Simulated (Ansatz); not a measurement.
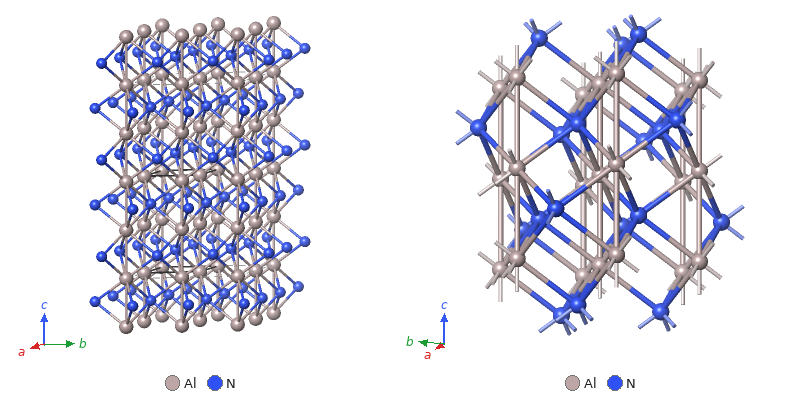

Left: the structure. Right: its underlying net. Nodes are coloured by element. Edges to nodes outside the piece are drawn as stubs.

System AlN (space group P6_3/mmc, No. 194); source of the atomic positions: the input geometry of an electronic-structure calculation (not necessarily at equilibrium); the starting structure was generated, so it need not be a known form of this composition.

Bonds are taken as Al–Al below 2.6 Å and Al–N below 2.3 Å; no other contact counts. The graph is simplified in the usual way: terminal and isolated atoms are pruned, two-connected atoms become edges.

The result is a binodal (6,8)-connected, three-periodic net: N is a 6-connected node; Al is an 8-connected node, in the ratio 1:1. It is a single net, without interpenetration.

```json
{"node": "N", "links": "6", "point symbol": "3^3.4^6.5^6", "coordination sequence": "6 24 56 96 152 216"}
{"node": "Al", "links": "8", "point symbol": "3^6.4^12.5^6.6^4", "coordination sequence": "8 26 56 98 152 218"}
```
